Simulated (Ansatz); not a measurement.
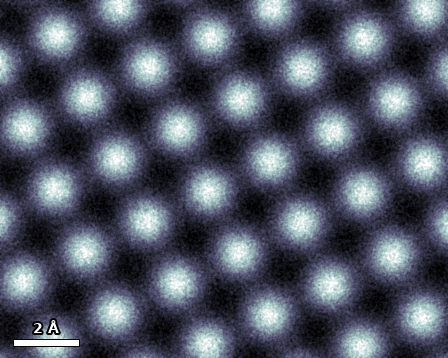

An image along [001] of one of the structures below (computed or model cells, partly hypothetical, each in its standard cell). Simulated as the projected potential of neutral atoms (B = 0.3 Å²) blurred by a 0.98 Å probe, the thin-sample limit of integrated differential phase contrast. Shot noise was added.

A. Al
Space group Pm-3m (No. 221). a = 2.682 Å, b = 2.682 Å, c = 2.682 Å, α = 90.00°, β = 90.00°, γ = 90.00°
```csv
atom,site,symmetry,x,y,z
Al,1a,m-3m,0.0000,0.0000,0.0000
```

B. Al
Space group Fd-3m:1 (No. 227). a = 6.085 Å, b = 6.085 Å, c = 6.085 Å, α = 90.00°, β = 90.00°, γ = 90.00°
| atom | site | symmetry | x | y | z |
| --- | --- | --- | --- | --- | --- |
| Al | 8b | -43m | 0.2500 | 0.2500 | 0.7500 |

C. Rh
Space group P6_3/mmc (No. 194). a = 2.677 Å, b = 2.677 Å, c = 8.732 Å, α = 90.00°, β = 90.00°, γ = 120.00°
```csv
atom,site,symmetry,x,y,z
Rh,2a,-3m.,0.0000,0.0000,0.0000
Rh,2c,-6m2,0.3333,0.6667,0.2500
```

D. Al
Space group C2/c (No. 15). a = 2.783 Å, b = 8.713 Å, c = 2.859 Å, α = 90.00°, β = 90.58°, γ = 90.00°
| atom | site | symmetry | x | y | z |
| --- | --- | --- | --- | --- | --- |
| Al | 4e | 2 | 0.5000 | 0.8647 | 0.7500 |

Q: Which structure was imaged?

B, Al. Along [001] the projected cells are A 2.68 × 2.68 Å, 90°; B 2.15 × 2.15 Å, 90°; C 2.68 × 2.68 Å, 120°; D 2.78 × 4.57 Å, 108°. The image repeats as B does.

Structure B: the end point of a relaxation with DFT, revPBE, plane waves (420 eV) with PAW, scalar-relativistic (Ansatz); the starting structure was generated, so it need not be a known form of this composition.
